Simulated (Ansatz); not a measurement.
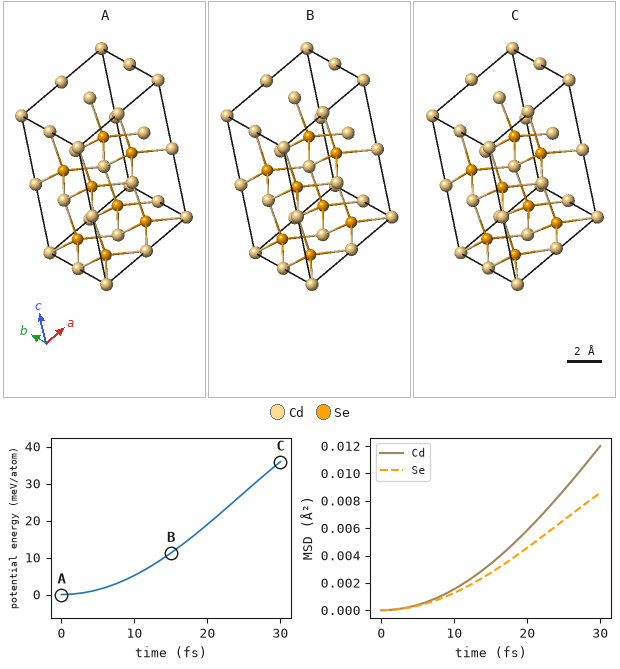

First-principles dynamics of a 16-atom cell of CdSe (built on the zincblende type), 30 fs long. Frames (A at 0 fs, B at 15 fs, C at 30 fs) and the history of the run. Style: ball-and-stick. Shown: the reduced simulation cell, slightly off an axis. Bonds to atoms that aren't drawn are left out. Lengths and directions refer to the drawn axes.

Level of theory: Ansatz 0.2.0, DFT, PBE, plane waves, PAW. Run with plane-wave cutoff 420 eV; k-point mesh 2 × 2 × 2; Fermi-Dirac smearing 0.052 eV; Nosé-Hoover thermostat (NVT); set temperature 600 K; time step 1.5 fs.

Input file:
```yaml
crystal:
  lattice:
    - [0.0, 6.1355619295, 6.1355619295]
    - [6.1355619295, 0.0, 6.1355619295]
    - [6.1355619295, 6.1355619295, 0.0]
  atoms:
    - { symbol: Cd, position: [0.0, 0.0, 0.0] }
    - { symbol: Se, position: [0.125, 0.125, 0.125] }
    - { symbol: Cd, position: [0.0, 0.0, 0.5] }
    - { symbol: Se, position: [0.125, 0.125, 0.625] }
    - { symbol: Cd, position: [0.0, 0.5, 0.0] }
    - { symbol: Se, position: [0.125, 0.625, 0.125] }
    - { symbol: Cd, position: [0.0, 0.5, 0.5] }
    - { symbol: Se, position: [0.125, 0.625, 0.625] }
    - { symbol: Cd, position: [0.5, 0.0, 0.0] }
    - { symbol: Se, position: [0.625, 0.125, 0.125] }
    - { symbol: Cd, position: [0.5, 0.0, 0.5] }
    - { symbol: Se, position: [0.625, 0.125, 0.625] }
    - { symbol: Cd, position: [0.5, 0.5, 0.0] }
    - { symbol: Se, position: [0.625, 0.625, 0.125] }
    - { symbol: Cd, position: [0.5, 0.5, 0.5] }
    - { symbol: Se, position: [0.625, 0.625, 0.625] }
kpoints:
  mp_grid: { grid: [2, 2, 2] }
hamiltonian:
  xc: pbe
scf:
  occupations: { method: fermi_dirac, width: 0.052 }
md:
  ensemble: nvt_nose_hoover
  temperature: 600
  timestep: 1.5
  n_steps: 20
  initial_velocities: maxwell_boltzmann
  seed: 8226
```

Launched with:
```bash
ansatz run input.yaml --threads 4 --pin off --max-ram 3686MiB --backend cpu --events-out ev --progress --plain --runs-dir out
```

**Describe the run.**

Over the second half the temperature averages 409 K (spread ±64 K). That is still far from the set 600 K: the thermostat hasn't settled it within this run. The temperature is still falling (552 K in the second quarter, 348 K in the last), so the run isn't equilibrated. The potential energy is still drifting at the end, so the run hasn't reached equilibrium. The potential energy in the second half lies on average 23.3 meV per atom above the first frame. In the second half of the run the atoms are, in the root-mean-square, this far from where they began (common drift taken out): Cd 0.09 Å, Se 0.07 Å. The run lasts only 30 fs, too short to tell vibration from diffusion. The conserved quantity stays between −6.2e−05 and 0.021 meV per atom of its start. A straight-line fit has a slope that amounts to +0.022 meV per atom over 30 fs (under 0.1 % of the mean kinetic energy), its mean offset in the second half is under 0.1 %, and the ripple about the line is under 0.1 % of the kinetic energy's fluctuation. With a drift under 2 % and a ripple under 7 %, the integration is accurate.

Cost: 3.7 min on 4 threads of Arm Neoverse N1, with other jobs on the host, peak memory 2.1 GiB.
